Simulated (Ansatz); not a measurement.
System: Si$_{16}$O (cell with a defect).

The calculation's input:

```
crystal:
  lattice:
    - [0.0, 5.43, 5.43]
    - [5.43, 0.0, 5.43]
    - [5.43, 5.43, 0.0]
  atoms:
    - { symbol: Si, position: [0.0, 0.0, 0.0] }
    - { symbol: Si, position: [0.125, 0.125, 0.125] }
    - { symbol: Si, position: [0.0, 0.0, 0.5] }
    - { symbol: Si, position: [0.125, 0.125, 0.625] }
    - { symbol: Si, position: [0.0, 0.5, 0.0] }
    - { symbol: Si, position: [0.125, 0.625, 0.125] }
    - { symbol: Si, position: [0.0, 0.5, 0.5] }
    - { symbol: Si, position: [0.125, 0.625, 0.625] }
    - { symbol: Si, position: [0.5, 0.0, 0.0] }
    - { symbol: Si, position: [0.625, 0.125, 0.125] }
    - { symbol: Si, position: [0.5, 0.0, 0.5] }
    - { symbol: Si, position: [0.625, 0.125, 0.625] }
    - { symbol: Si, position: [0.5, 0.5, 0.0] }
    - { symbol: Si, position: [0.625, 0.625, 0.125] }
    - { symbol: Si, position: [0.5, 0.5, 0.5] }
    - { symbol: Si, position: [0.625, 0.625, 0.625] }
    - { symbol: O, position: [0.5537009, 0.31752687, 0.30375939], spin: 1.0 }
magnetization:
  spin_polarized: true
basis:
  ecutwfc: 420.0
kpoints:
  mp_grid: { grid: [2, 2, 2] }
hamiltonian:
  xc: pbesol
scf:
  occupations: { method: fermi_dirac, width: 0.05 }
  lower_state_search: "off"
relax:
  f_tol: 0.03
  max_steps: 60
  adjacent_minimum: "off"
output:
  write_density: true
  write_potential: true
  elf: true
  volumetric_format: npy
```

Run with:

```sh
ansatz run input.yaml --threads 2 --pin off --max-ram 5120MiB --backend cpu --events-out ev --progress --plain --runs-dir out
```

The fields are those of the run's last geometry, not of the input's.

The program warned that a starting moment wasn't kept; spin-polarised, but the moments vanished.

The calculation used Ansatz 0.2.0, DFT PBEsol, scalar-relativistic, plane waves, PAW.

Q: What can the converged valence pseudo-density and electron localisation function tell about the bonding?

A: Si–Si (2.32 Å): the density is about 0.59 e/Å³ at the midpoint; the ELF peaks at about 0.95 between the atoms: a shared electron pair.
Si–Si (2.35 Å): the density is about 0.57 e/Å³ at the midpoint; the ELF peaks at about 0.95 between the atoms: a shared electron pair.

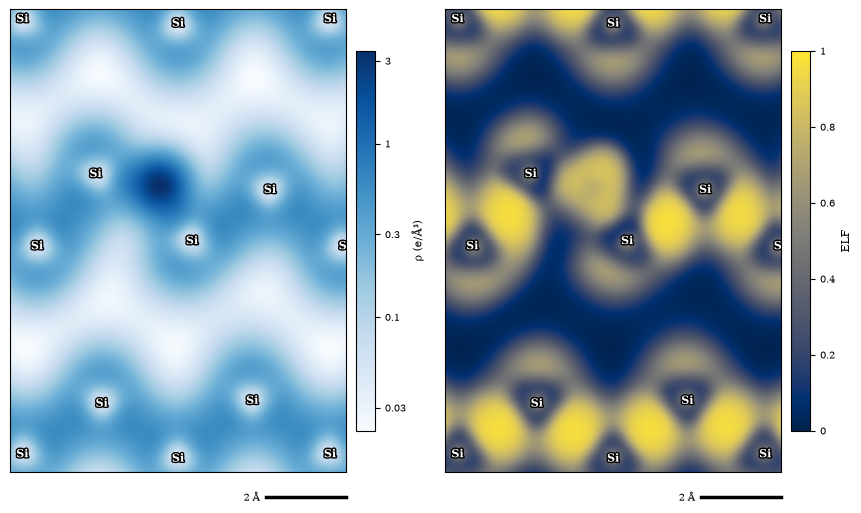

Computed valence pseudo-density and electron localisation function on the (101̄) plane of the calculation cell, in this order. Atoms just off the plane (O, 0.5 Å away) can leave unmarked features too.
